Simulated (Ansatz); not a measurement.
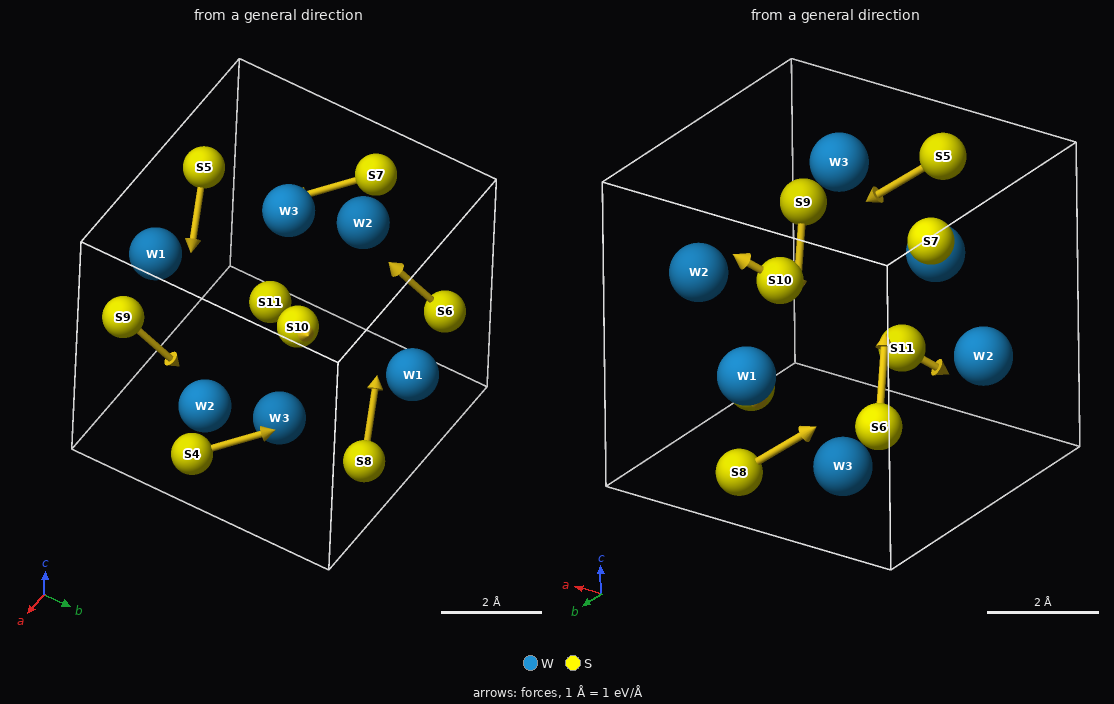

This spheres-only model is shown from two general directions. The outline marks the simulation cell. The arrows are the computed forces on the atoms.

System: W3S8. All computed values are from DFT PBE, scalar-relativistic, plane waves, PAW in Ansatz 0.2.0. Settings: wavefunction cutoff 420 eV, a 6×6×6 grid in reciprocal space, Gaussian smearing of 0.1 eV, collinear spins.

Q: Are the forces small enough to call this converged?

A: No. The atoms still feel forces of up to about 1.4 eV/Å, far above a usual threshold of 0.01 to 0.03 eV/Å.

The starting point was a structure listed in the Materials Project, with elements exchanged, so it need not be a known form of the compound. The cell was then strained or its atoms displaced on purpose. Ansatz was used for an electronic-structure calculation on it.
